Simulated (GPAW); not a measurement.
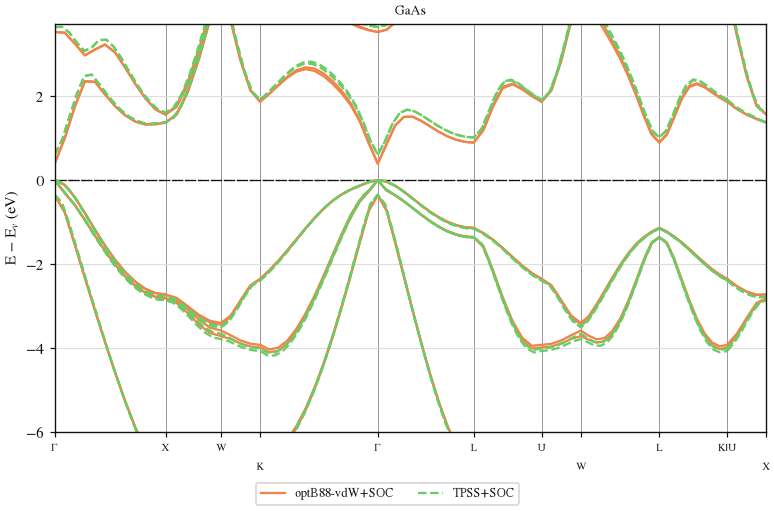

Band structures of zincblende GaAs, space group F-43m (No. 216), 2 atoms in the primitive cell (cubic a = 5.654 Å), by two methods on the same cell. Each is counted from its own valence-band top.

### How do the methods compare?

optB88-vdW+SOC gives a gap of 0.39 eV along the path and TPSS+SOC gives a gap of 0.60 eV along the path.

Settings. optB88-vdW+SOC: GPAW PAW data sets (gpaw-data 1.2.1), spin-orbit coupling, no magnetisation, 8×8×8 k mesh, 600 eV cutoff, Fermi-Dirac smearing of 0.05 eV (GPAW). TPSS+SOC: GPAW PAW data sets (gpaw-data 1.2.1), spin-orbit coupling, no magnetisation, 8×8×8 k mesh, 600 eV cutoff, Fermi-Dirac smearing of 0.05 eV (GPAW 26.7.0).

Spin-orbit coupling was added after a scalar SCF, so levels and gaps hold it while energy, forces, pressure and moments don't. This program's spin-orbit splittings come out too wide for heavy elements. The PAW data sets were made with another functional. LDA, GGA and most meta-GGA functionals understate gaps. The potentials hold the d shell of Ga in the core, which widens gaps.
